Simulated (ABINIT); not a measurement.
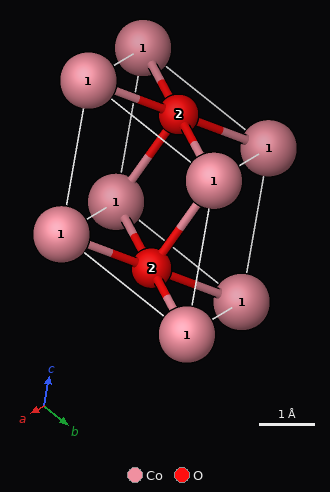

Fig. 1: The structure as given in the input (ball-and-stick view of the cell of the calculation, seen slightly off an axis; atoms are numbered from 1 in the order of the input). An atom can appear more than once, as a periodic image.

## Run report: CoO, geometry relaxation (part 1 of 4)

- system: CoO (I4/mmm, 2 atoms in the cell)
- method: Kohn-Sham DFT of a periodic cell, PBEsol, PseudoDojo NC SR PBEsol v0.4.1 standard, spin-polarised (ABINIT 10.8.3)

The structure derives from an entry of the Crystallography Open Database.

Input file
```
# Pseudopotentials
pp_dirpath "./"
pseudos "Co.upf, O.upf"

# Structure
acell 3*1.0
rprim
    -2.8497069959     2.8497069959     3.9821207230
     2.8497069959    -2.8497069959     3.9821207230
     2.8497069959     2.8497069959    -3.9821207230
ntypat 2
znucl 27 8
natom 2
typat 1 2
chkprim 0
chksymtnons 0
tolsym 1.0e-6
xred
            0.0            0.0            0.0
            1/2            1/2            0.0

# Plane-wave basis
ecut 48.0
ecutsm 0.5

# k points
kptopt 1
ngkpt 9 9 9
nshiftk 1
shiftk 0.0 0.0 0.0

# Exchange and correlation
ixc -116133

# Bands and occupations
nband 16
occopt 3
tsmear 0.05 eV

# Spin
nsppol 2
spinat
     0.0000000000     0.0000000000     2.0000000000
     0.0000000000     0.0000000000     0.0000000000

# SCF cycle
nstep 80
tolvrs 1.0e-12

# Output
iomode 3
prteig 0
prtebands 0
prtwf 0
prtden 0

# Relaxation
ionmov 2
optcell 2
ntime 50
tolmxf 2.0e-5
dilatmx 1.08
```

Machine: 4 threads of Arm Neoverse V2, 24 GiB of memory available, shared host.

Run as:
```bash
mpirun --bind-to none -np 4 abinit run.abi > log 2>&1
```

Log
```
.Version 10.8.3 of ABINIT
 Symmetries : space group I4/m m m (#139); Bravais tI (body-center tetrag.)
================================================================================
 Values of the parameters that define the memory need of the present run
     intxc =       0    ionmov =       2      iscf =       7    lmnmax =       6
     lnmax =       6     mgfft =      40  mpssoang =       3    mqgrid =    3001
     natom =       2  nloc_mem =       1    nspden =       2   nspinor =       1
    nsppol =       2      nsym =      16    n1xccc =    2501    ntypat =       2
    occopt =       3   xclevel =       2
       mpw =        2629          nfft =       64000          nkpt =          75
================================================================================
================================================================================

--------------------------------------------------------------------------------
------------- Echo of variables that govern the present computation ------------
--------------------------------------------------------------------------------
 -outvars: echo values of preprocessed input variables --------
            acell      1.0000000000E+00  1.0000000000E+00  1.0000000000E+00 Bohr
              amu      5.89332000E+01  1.59994000E+01
          chkprim           0
      chksymtnons           0
          dilatmx      1.08000000E+00
             ecut      4.80000000E+01 Hartree
           ecutsm      5.00000000E-01 Hartree
           ionmov           2
                       outvar_i_n : Printing only first  50 k-points.
              ixc     -116133
                       outvar_i_n : Printing only first  50 k-points.
         kptrlatt        9    0    0      0    9    0      0    0    9
          kptrlen      5.09903381E+01
            natom           2
            nband          16
            ngfft          40      40      40
             nkpt          75
           nspden           2
           nsppol           2
            nstep          80
             nsym          16
            ntime          50
           ntypat           2
                       prtocc : prtvol=0, do not print more k-points.
                       1.000000  1.000000  1.000000  1.000000  1.000000  1.000000
                       1.000000  1.000000  1.000000  1.000000  1.000000  1.000000
                       0.000000  0.000000  0.000000  0.000000
                       1.000000  1.000000  1.000000  1.000000  1.000000  1.000000
                       1.000000  1.000000  1.000000  1.000000  1.000000  1.000000
                       0.000000  0.000000  0.000000  0.000000
                       1.000000  1.000000  1.000000  1.000000  1.000000  1.000000
                       1.000000  1.000000  1.000000  1.000000  1.000000  1.000000
                       0.000000  0.000000  0.000000  0.000000
                       1.000000  1.000000  1.000000  1.000000  1.000000  1.000000
                       1.000000  1.000000  1.000000  1.000000  1.000000  1.000000
                       0.000000  0.000000  0.000000  0.000000
                       1.000000  1.000000  1.000000  1.000000  1.000000  1.000000
                       1.000000  1.000000  1.000000  1.000000  1.000000  1.000000
                       0.000000  0.000000  0.000000  0.000000
                       1.000000  1.000000  1.000000  1.000000  1.000000  1.000000
                       1.000000  1.000000  1.000000  1.000000  1.000000  1.000000
                       0.000000  0.000000  0.000000  0.000000
                       1.000000  1.000000  1.000000  1.000000  1.000000  1.000000
                       1.000000  1.000000  1.000000  1.000000  1.000000  1.000000
                       0.000000  0.000000  0.000000  0.000000
                       1.000000  1.000000  1.000000  1.000000  1.000000  1.000000
                       1.000000  1.000000  1.000000  1.000000  1.000000  1.000000
                       0.000000  0.000000  0.000000  0.000000
                       1.000000  1.000000  1.000000  1.000000  1.000000  1.000000
                       1.000000  1.000000  1.000000  1.000000  1.000000  1.000000
                       0.000000  0.000000  0.000000  0.000000
                       1.000000  1.000000  1.000000  1.000000  1.000000  1.000000
                       1.000000  1.000000  1.000000  1.000000  1.000000  1.000000
                       0.000000  0.000000  0.000000  0.000000
                       1.000000  1.000000  1.000000  1.000000  1.000000  1.000000
                       1.000000  1.000000  1.000000  1.000000  1.000000  1.000000
                       0.000000  0.000000  0.000000  0.000000
                       1.000000  1.000000  1.000000  1.000000  1.000000  1.000000
                       1.000000  1.000000  1.000000  1.000000  1.000000  1.000000
                       0.000000  0.000000  0.000000  0.000000
                       1.000000  1.000000  1.000000  1.000000  1.000000  1.000000
                       1.000000  1.000000  1.000000  1.000000  1.000000  1.000000
                       0.000000  0.000000  0.000000  0.000000
                       1.000000  1.000000  1.000000  1.000000  1.000000  1.000000
                       1.000000  1.000000  1.000000  1.000000  1.000000  1.000000
                       0.000000  0.000000  0.000000  0.000000
                       1.000000  1.000000  1.000000  1.000000  1.000000  1.000000
                       1.000000  1.000000  1.000000  1.000000  1.000000  1.000000
                       0.000000  0.000000  0.000000  0.000000
                       1.000000  1.000000  1.000000  1.000000  1.000000  1.000000
                       1.000000  1.000000  1.000000  1.000000  1.000000  1.000000
                       0.000000  0.000000  0.000000  0.000000
                       1.000000  1.000000  1.000000  1.000000  1.000000  1.000000
                       1.000000  1.000000  1.000000  1.000000  1.000000  1.000000
                       0.000000  0.000000  0.000000  0.000000
                       1.000000  1.000000  1.000000  1.000000  1.000000  1.000000
                       1.000000  1.000000  1.000000  1.000000  1.000000  1.000000
                       0.000000  0.000000  0.000000  0.000000
                       1.000000  1.000000  1.000000  1.000000  1.000000  1.000000
                       1.000000  1.000000  1.000000  1.000000  1.000000  1.000000
                       0.000000  0.000000  0.000000  0.000000
                       1.000000  1.000000  1.000000  1.000000  1.000000  1.000000
                       1.000000  1.000000  1.000000  1.000000  1.000000  1.000000
                       0.000000  0.000000  0.000000  0.000000
                       1.000000  1.000000  1.000000  1.000000  1.000000  1.000000
                       1.000000  1.000000  1.000000  1.000000  1.000000  1.000000
                       0.000000  0.000000  0.000000  0.000000
                       1.000000  1.000000  1.000000  1.000000  1.000000  1.000000
                       1.000000  1.000000  1.000000  1.000000  1.000000  1.000000
                       0.000000  0.000000  0.000000  0.000000
                       1.000000  1.000000  1.000000  1.000000  1.000000  1.000000
                       1.000000  1.000000  1.000000  1.000000  1.000000  1.000000
                       0.000000  0.000000  0.000000  0.000000
                       1.000000  1.000000  1.000000  1.000000  1.000000  1.000000
                       1.000000  1.000000  1.000000  1.000000  1.000000  1.000000
                       0.000000  0.000000  0.000000  0.000000
                       1.000000  1.000000  1.000000  1.000000  1.000000  1.000000
                       1.000000  1.000000  1.000000  1.000000  1.000000  1.000000
                       0.000000  0.000000  0.000000  0.000000
                       1.000000  1.000000  1.000000  1.000000  1.000000  1.000000
                       1.000000  1.000000  1.000000  1.000000  1.000000  0.000000
                       0.000000  0.000000  0.000000  0.000000
                       1.000000  1.000000  1.000000  1.000000  1.000000  1.000000
                       1.000000  1.000000  1.000000  1.000000  1.000000  0.000000
                       0.000000  0.000000  0.000000  0.000000
                       1.000000  1.000000  1.000000  1.000000  1.000000  1.000000
                       1.000000  1.000000  1.000000  1.000000  1.000000  0.000000
                       0.000000  0.000000  0.000000  0.000000
                       1.000000  1.000000  1.000000  1.000000  1.000000  1.000000
                       1.000000  1.000000  1.000000  1.000000  1.000000  0.000000
                       0.000000  0.000000  0.000000  0.000000
                       1.000000  1.000000  1.000000  1.000000  1.000000  1.000000
                       1.000000  1.000000  1.000000  1.000000  1.000000  0.000000
                       0.000000  0.000000  0.000000  0.000000
                       1.000000  1.000000  1.000000  1.000000  1.000000  1.000000
                       1.000000  1.000000  1.000000  1.000000  1.000000  0.000000
                       0.000000  0.000000  0.000000  0.000000
                       1.000000  1.000000  1.000000  1.000000  1.000000  1.000000
                       1.000000  1.000000  1.000000  1.000000  1.000000  0.000000
                       0.000000  0.000000  0.000000  0.000000
                       1.000000  1.000000  1.000000  1.000000  1.000000  1.000000
                       1.000000  1.000000  1.000000  1.000000  1.000000  0.000000
                       0.000000  0.000000  0.000000  0.000000
                       1.000000  1.000000  1.000000  1.000000  1.000000  1.000000
                       1.000000  1.000000  1.000000  1.000000  1.000000  0.000000
                       0.000000  0.000000  0.000000  0.000000
                       1.000000  1.000000  1.000000  1.000000  1.000000  1.000000
                       1.000000  1.000000  1.000000  1.000000  1.000000  0.000000
                       0.000000  0.000000  0.000000  0.000000
                       1.000000  1.000000  1.000000  1.000000  1.000000  1.000000
                       1.000000  1.000000  1.000000  1.000000  1.000000  0.000000
                       0.000000  0.000000  0.000000  0.000000
                       1.000000  1.000000  1.000000  1.000000  1.000000  1.000000
                       1.000000  1.000000  1.000000  1.000000  1.000000  0.000000
                       0.000000  0.000000  0.000000  0.000000
                       1.000000  1.000000  1.000000  1.000000  1.000000  1.000000
                       1.000000  1.000000  1.000000  1.000000  1.000000  0.000000
                       0.000000  0.000000  0.000000  0.000000
                       1.000000  1.000000  1.000000  1.000000  1.000000  1.000000
                       1.000000  1.000000  1.000000  1.000000  1.000000  0.000000
                       0.000000  0.000000  0.000000  0.000000
                       1.000000  1.000000  1.000000  1.000000  1.000000  1.000000
                       1.000000  1.000000  1.000000  1.000000  1.000000  0.000000
                       0.000000  0.000000  0.000000  0.000000
                       1.000000  1.000000  1.000000  1.000000  1.000000  1.000000
                       1.000000  1.000000  1.000000  1.000000  1.000000  0.000000
                       0.000000  0.000000  0.000000  0.000000
                       1.000000  1.000000  1.000000  1.000000  1.000000  1.000000
                       1.000000  1.000000  1.000000  1.000000  1.000000  0.000000
                       0.000000  0.000000  0.000000  0.000000
                       1.000000  1.000000  1.000000  1.000000  1.000000  1.000000
                       1.000000  1.000000  1.000000  1.000000  1.000000  0.000000
                       0.000000  0.000000  0.000000  0.000000
                       1.000000  1.000000  1.000000  1.000000  1.000000  1.000000
                       1.000000  1.000000  1.000000  1.000000  1.000000  0.000000
                       0.000000  0.000000  0.000000  0.000000
                       1.000000  1.000000  1.000000  1.000000  1.000000  1.000000
                       1.000000  1.000000  1.000000  1.000000  1.000000  0.000000
                       0.000000  0.000000  0.000000  0.000000
                       1.000000  1.000000  1.000000  1.000000  1.000000  1.000000
                       1.000000  1.000000  1.000000  1.000000  1.000000  0.000000
                       0.000000  0.000000  0.000000  0.000000
                       1.000000  1.000000  1.000000  1.000000  1.000000  1.000000
                       1.000000  1.000000  1.000000  1.000000  1.000000  0.000000
                       0.000000  0.000000  0.000000  0.000000
                       1.000000  1.000000  1.000000  1.000000  1.000000  1.000000
                       1.000000  1.000000  1.000000  1.000000  1.000000  0.000000
                       0.000000  0.000000  0.000000  0.000000
                       1.000000  1.000000  1.000000  1.000000  1.000000  1.000000
                       1.000000  1.000000  1.000000  1.000000  1.000000  0.000000
                       0.000000  0.000000  0.000000  0.000000
                       1.000000  1.000000  1.000000  1.000000  1.000000  1.000000
                       1.000000  1.000000  1.000000  1.000000  1.000000  0.000000
                       0.000000  0.000000  0.000000  0.000000
                       prtocc : prtvol=0, do not print more k-points.
           occopt           3
          optcell           2
           prtden           0
        prtebands           0
           prteig           0
            prtwf           0
            rprim     -2.8497069959E+00  2.8497069959E+00  3.9821207230E+00
                       2.8497069959E+00 -2.8497069959E+00  3.9821207230E+00
                       2.8497069959E+00  2.8497069959E+00 -3.9821207230E+00
          spgroup         139
           spinat      0.0000000000E+00  0.0000000000E+00  2.0000000000E+00
                       0.0000000000E+00  0.0000000000E+00  0.0000000000E+00
           tolmxf      2.00000000E-05
           tolsym      1.00000000E-06
           tolvrs      1.00000000E-12
           tsmear      1.83746611E-03 Hartree
            typat      1  2
                       outvars : Printing only first  50 k-points.
           xangst      0.0000000000E+00  0.0000000000E+00  0.0000000000E+00
                      -6.7712062635E-17  3.2129312060E-17  2.1072475362E+00
            xcart      0.0000000000E+00  0.0000000000E+00  0.0000000000E+00
                      -1.2795725380E-16  6.0715600407E-17  3.9821207230E+00
             xred      0.0000000000E+00  0.0000000000E+00  0.0000000000E+00
                       5.0000000000E-01  5.0000000000E-01 -1.1797994231E-17
            znucl       27.00000    8.00000

================================================================================

 chkinp: Checking input parameters for consistency.

================================================================================
== DATASET  1 ==================================================================

--- !DatasetInfo
iteration_state: {dtset: 1, }
dimensions: {natom: 2, nkpt: 75, mband: 16, nsppol: 2, nspinor: 1, nspden: 2, mpw: 2629, }
cutoff_energies: {ecut:  48.0, pawecutdg:  -1.0, }
electrons: {nelect:   2.30000000E+01, charge:   0.00000000E+00, occopt:   3.00000000E+00, tsmear:   1.83746611E-03, }
meta: {optdriver: 0, ionmov: 2, optcell: 2, iscf: 7, paral_kgb: 0, }
...

 Real(R)+Recip(G) space primitive vectors, cartesian coordinates (Bohr,Bohr^-1):
 R(1)= -2.8497070  2.8497070  3.9821207  G(1)=  0.0000000  0.1754566  0.1255612
 R(2)=  2.8497070 -2.8497070  3.9821207  G(2)=  0.1754566  0.0000000  0.1255612
 R(3)=  2.8497070  2.8497070 -3.9821207  G(3)=  0.1754566  0.1754566  0.0000000
 Unit cell volume ucvol=  1.2935250E+02 bohr^3
 Angles (23,13,12)=  1.19604665E+02  1.19604665E+02  9.06861148E+01 degrees

 getcut: wavevector=  0.0000  0.0000  0.0000  ngfft=  40  40  40
         ecut(hartree)=     55.987   => boxcut(ratio)=   2.09622

--- Pseudopotential description ------------------------------------------------
- pspini: atom type   1  psp file is ./Co.upf
  27.00000  17.00000  180301                  znucl, zion, pspdat
12 -116133 2 -1 1388                          pspcod,pspxc,lmax,lloc,mmax
     nproj     2     2     2

- pspini: atom type   2  psp file is ./O.upf
   8.00000   6.00000  180301                  znucl, zion, pspdat
12 -116133 2 -1 936                           pspcod,pspxc,lmax,lloc,mmax
     nproj     2     2     1

   5.75511396E+02                                ecore*ucvol(ha*bohr**3)
--------------------------------------------------------------------------------

================================================================================

=== [ionmov= 2] Broyden-Fletcher-Goldfarb-Shanno method (forces)
================================================================================

--- Iteration: ( 1/50) Internal Cycle: (1/1)
--------------------------------------------------------------------------------

---SELF-CONSISTENT-FIELD CONVERGENCE--------------------------------------------

--- !BeginCycle
iteration_state: {dtset: 1, itime: 1, icycle: 1, }
solver: {iscf: 7, nstep: 80, nline: 4, wfoptalg: 0, }
tolerances: {tolvrs: 1.00E-12, }
...
```
